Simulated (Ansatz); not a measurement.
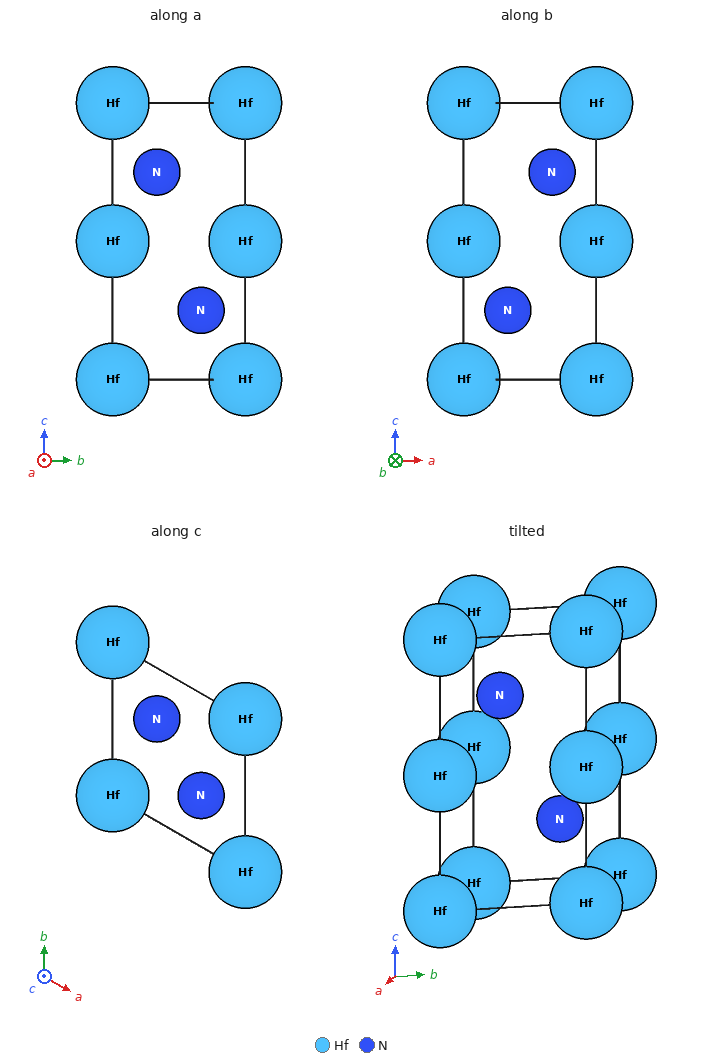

The figure gives a spheres-only picture of the atoms, viewed along the a axis, along the b axis, along the c axis and slightly off an axis. The conventional unit cell is drawn as a box.

Lattice parameters: a = 3.077 Å, b = 3.077 Å, c = 5.556 Å, α = 90.00°, β = 90.00°, γ = 120.00°. Put a along x and b in the xy plane.

> Reconstruct the structure as a POSCAR file.

```
Hf N
1.0
     3.077    0.000    0.000
    -1.538    2.665    0.000
     0.000    0.000    5.556
Hf N
2 2
Direct
  0.0000 0.0000 0.0000
  0.0000 0.0000 0.5000
  0.3333 0.6667 0.2500
  0.6667 0.3333 0.7500
```

The cell started as a structure type filled with these elements by a generator (whether the compound takes this form wasn't checked). It was relaxed at fixed volume with Ansatz, DFT PBEsol, scalar-relativistic, plane waves, PAW.

At this level of theory the cell isn't at rest (compressed, at 11 GPa), so its distances can differ from those at equilibrium, the more so the softer the solid.
